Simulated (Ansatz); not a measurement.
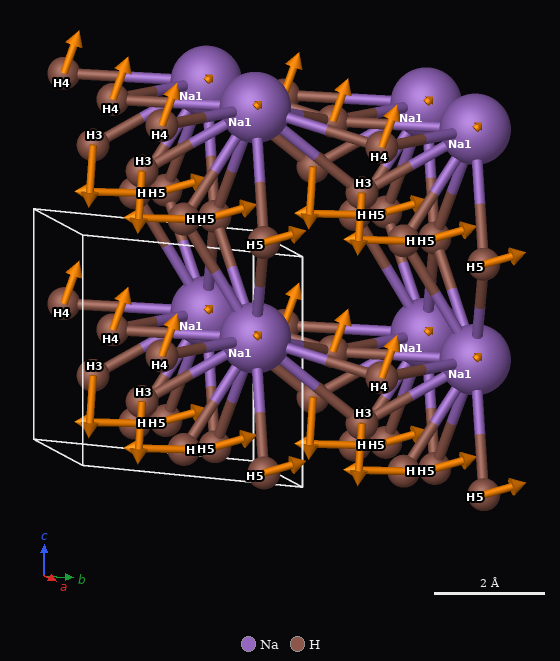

This is a relaxation of a crystal of NaH$_{4}$ (a generated structure, set up in Amm2) (coarse preliminary run). The starting structure is drawn; orange arrows show the displacements (the part carried along by the change of the cell is left out), magnified 3 times.

A ball-and-stick model of the cell of the calculation, repeated 2 × 2 × 2 with one cell outlined, seen slightly off an axis.

The calculation used DFT PBE, scalar-relativistic, plane waves, PAW (Ansatz 0.2.0). Settings: plane-wave cutoff 420 eV; k-point mesh 6 × 4 × 4; occupations gaussian; smearing width 0.1 eV; no spin polarisation; cell and atoms relaxed; force threshold 0.04 eV/Å; at most 70 steps.

Describe the change and its energy.

Answer. The largest moves relative to the cell, 0.39 Å, are those of H2 and H3. H3 goes along [0 −1 −3]. Largest moves by element: H 0.39 Å, Na 0.06 Å. Cell: a 2.876 → 3.214 Å (+11.7 %), b = c 4.271 → 4.034 Å (−5.5 %), α 98.6° → 117.6°. Volume −10.6 %. Near-neighbour distances that change, for instance: Na1–H2 3.289 → 2.127 Å, H2–H3 1.228 → 0.757 Å, Na1–H2 (another image) 2.661 → 3.072 Å, Na1–Na1 2.876 → 3.214 Å. New bonds form: Na1–H2 (3.29 → 2.13 Å), Na1–H3 (3.29 → 2.13 Å). The space group stays Amm2 (No. 38). The energy falls by 319 meV per atom in 10 accepted moves (12 points after the start). The largest force component goes from 1.9 to 0.0039 eV/Å. Pressure: −6.81 GPa at the start and 0.12 GPa at the end. The line search rejected the trial step at point 2 of the run. The SCF was repeated once at an unchanged geometry on a basis and grid sized afresh for the cell, which shifted the energy by 1.3 meV per atom at most. Cost: 24 s on 1 thread of Arm Neoverse V1, on a shared host, peak memory 0.29 GiB.
